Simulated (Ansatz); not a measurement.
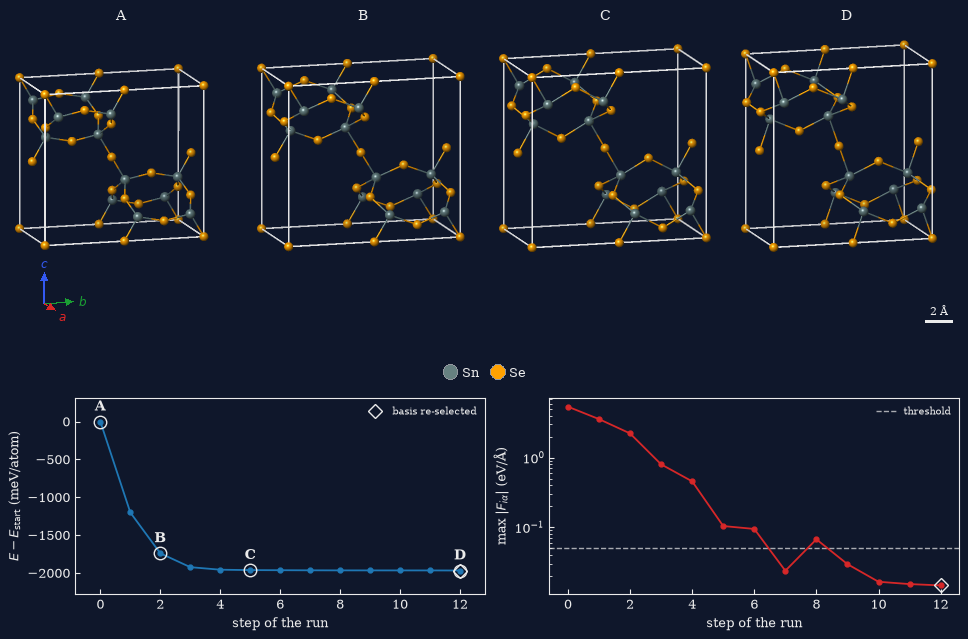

Frames of a relaxation of crystalline SnSe₂ (a generated structure, set up in Imma) (coarse preliminary run), marked on the history of the run. The picture is a ball-and-stick view of the conventional cell (2 times the calculation's cell), seen slightly off an axis. Lengths and directions refer to the drawn axes.

Case: O → Se, Si → Sn on all its sites, cell and atoms relaxed.

The calculation used Ansatz, DFT r2SCAN, scalar-relativistic, plane waves, PAW.

Input file:
```yaml
crystal:
  lattice:
    - [-3.4881226848, 6.349300019, 5.9062436146]
    - [3.4881226848, -6.349300019, 5.9062436146]
    - [3.4881226848, 6.349300019, -5.9062436146]
  atoms:
    - { symbol: Sn, position: [0.9294151599, 0.844827544, 0.0845876159] }
    - { symbol: Sn, position: [0.739760072, 0.155172456, 0.5845876159] }
    - { symbol: Sn, position: [0.0705848401, 0.155172456, 0.9154123841] }
    - { symbol: Sn, position: [0.260239928, 0.844827544, 0.4154123841] }
    - { symbol: Se, position: [0.1307005234, 0.8807005234, 0.25] }
    - { symbol: Se, position: [0.8692994766, 0.1192994766, 0.75] }
    - { symbol: Se, position: [0.7928299686, 0.5, 0.7928299686] }
    - { symbol: Se, position: [0.2071700314, 0.0, 0.7071700314] }
    - { symbol: Se, position: [0.2071700314, 0.5, 0.2071700314] }
    - { symbol: Se, position: [0.7928299686, 0.0, 0.2928299686] }
    - { symbol: Se, position: [0.0, 0.0, 0.0] }
    - { symbol: Se, position: [0.5, 0.0, 0.5] }
basis:
  ecutwfc: 500
kpoints:
  mp_grid: { grid: [4, 4, 4] }
hamiltonian:
  xc: r2scan
scf:
  occupations: { method: gaussian, width: 0.1 }
output:
  forces: true
  stress: true
  eigenvalues: true
relax:
  adjacent_minimum: "off"
  f_tol: 0.05
  max_steps: 60
  cell: { stress_tol: 0.5 }
```

Launched with:
```bash
ansatz run input.yaml --threads 2 --pin off --max-ram 5120MiB --backend cpu --events-out ev --progress --plain --runs-dir out
```

Q: Describe the path.

A: The largest moves relative to the cell, 1.02 Å, are those of Se7, Se8, Se9 and Se10. Se8 goes along +b. Largest moves by element: Se 1.02 Å, Sn 0.37 Å. Cell: a 6.976 → 7.708 Å (+10.5 %), b 12.699 → 12.690 Å (−0.1 %), c 11.812 → 13.672 Å (+15.7 %). Volume +27.8 %. Some distances before and after: Sn1–Se11 2.125 → 2.551 Å, Sn1–Se5 2.143 → 2.554 Å, Sn1–Se10 2.140 → 2.543 Å. Bond angles that change, for instance: Sn1–Se7–Sn2 151.3° → 117.7°, Sn1–Se5–Sn4 157.2° → 131.7°, Se5–Sn4–Se12 109.0° → 85.1°. The space group stays Imma (No. 74). After 11 accepted moves (12 points after the start) the energy has fallen by 1966 meV per atom. Largest force component: 5.4 eV/Å at the start, 0.015 eV/Å at the end. The pressure goes from 31.03 to 0.00 GPa. The SCF was repeated once at an unchanged geometry on a basis and grid sized afresh for the cell, which shifted the energy by 1.0 meV per atom at most. From step 0 to 2: Se atoms move most (0.38 Å), volume +22.1 %, energy −1739 meV per atom. From step 2 to 5: Se atoms move most (0.25 Å), volume +13.4 %, energy −222 meV per atom. From step 5 to 12: Se atoms move most (0.54 Å), volume −7.7 %, energy −5.2 meV per atom.
